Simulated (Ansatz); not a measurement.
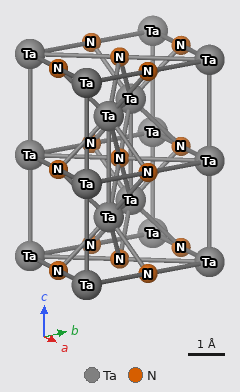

This is the input geometry for a relaxation of crystalline TaN (set up in Cmmm). A ball-and-stick model of the cell of the calculation, repeated 1 × 1 × 2 with one cell outlined, seen slightly off an axis.

Case: uniaxial strain along a of -2.0 %; b, c and atoms relaxed.

Theory: Ansatz 0.2.0, DFT PBEsol, scalar-relativistic, plane waves, PAW.

The input:
```yaml
crystal:
  lattice:
    - [5.100987625, 0.0, 0.0]
    - [-2.5504938125, 4.5302783591, 0.0]
    - [0.0, 0.0, 2.9181053281]
  atoms:
    - { symbol: Ta, position: [0.0, 0.0, 0.0] }
    - { symbol: Ta, position: [0.3333333333, 0.6666666667, 0.5] }
    - { symbol: Ta, position: [0.6666666667, 0.3333333333, 0.5] }
    - { symbol: "N", position: [0.5, 0.0, 0.0] }
    - { symbol: "N", position: [0.5, 0.5, 0.0] }
    - { symbol: "N", position: [0.0, 0.5, 0.0] }
basis:
  ecutwfc: 420
kpoints:
  mp_grid: { grid: [12, 12, 12] }
hamiltonian:
  xc: pbesol
scf:
  occupations: { method: gaussian, width: 0.1 }
output:
  forces: true
  stress: true
  eigenvalues: true
relax:
  adjacent_minimum: "off"
  f_tol: 0.008
  max_steps: 40
  cell: { stress_tol: 0.015, fix: [a, angles] }
```

Run as
```bash
ansatz run input.yaml --threads 1 --pin off --max-ram 2560MiB --backend cpu --events-out ev --progress --plain --runs-dir out
```

Where does the relaxation end?

Answer. Over 4 accepted moves (6 points after the start) the energy falls by 0.7 meV per atom. The largest force component goes from 0.33 to under 0.0001 eV/Å. The pressure goes from 2.38 to 1.92 GPa. The SCF was repeated twice at an unchanged geometry on a basis and grid sized afresh for the cell, which shifted the energy by 0.1 meV per atom at most. The largest moves relative to the cell, 0.011 Å, are those of Ta2 and Ta3. Ta3 goes along [−1 −2 0]. N stays in place. The volume changes by +0.2 %, with a unchanged at 5.101 Å, b 5.199 → 5.220 Å (+0.4 %), c 2.918 → 2.913 Å (−0.2 %). Some distances before and after: Ta1–Ta2 3.354 → 3.374 Å, Ta2–Ta3 2.964 → 2.980 Å, Ta1–N6 2.599 → 2.610 Å, Ta2–Ta3 (another image) 3.020 → 3.011 Å. Within 0.06 Å the space group is Cmmm at the start and Cmmm at the end; at a tighter tolerance small leftover displacements or strains of the cell lower it. The run took 8.6 min on 1 thread of Arm Neoverse V1 (shared host), peak memory 1 GiB.

Step by step:

```csv
step,"E − E(0), meV/atom","largest force component, eV/Å","pressure, GPa","volume, Å³/atom",note
0,0.00,0.3282,2.38,11.239,
1,-0.39,0.1015,1.70,11.281,
2,-0.65,0.0013,1.89,11.265,
3,-0.66,0.0003,1.93,11.264,
4,-0.73,0.0003,1.94,11.264,"same geometry, new basis"
5,-0.73,0.0000,1.92,11.264,
6,-0.73,0.0000,1.92,11.264,"same geometry, new basis"
```
